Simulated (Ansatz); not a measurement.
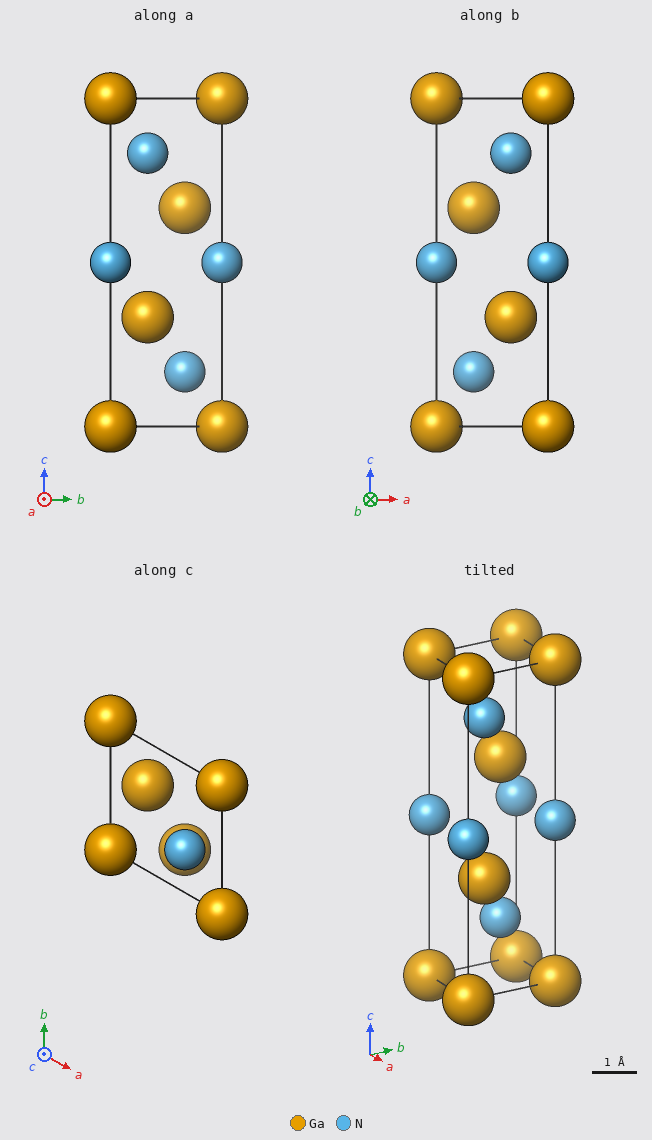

Shown here is a spheres-only view of the crystal, taken along the a axis, along the b axis, along the c axis and slightly off an axis. The wireframe shows the conventional unit cell.

Lattice parameters: a = 2.982 Å, b = 2.982 Å, c = 7.596 Å, α = 90.00°, β = 90.00°, γ = 120.00°.

### Convert the drawing into a table of Wyckoff sites.

Space group R-3m:H (No. 166).
| atom | site | x | y | z |
| --- | --- | --- | --- | --- |
| Ga | 3a | 0.0000 | 0.0000 | 0.0000 |
| N | 3b | 0.3333 | 0.6667 | 0.1667 |

The structure was taken from a structure type filled with these elements by a generator (whether the compound takes this form wasn't checked). The cell was then strained or its atoms displaced on purpose. A calculation with Ansatz used it as input.
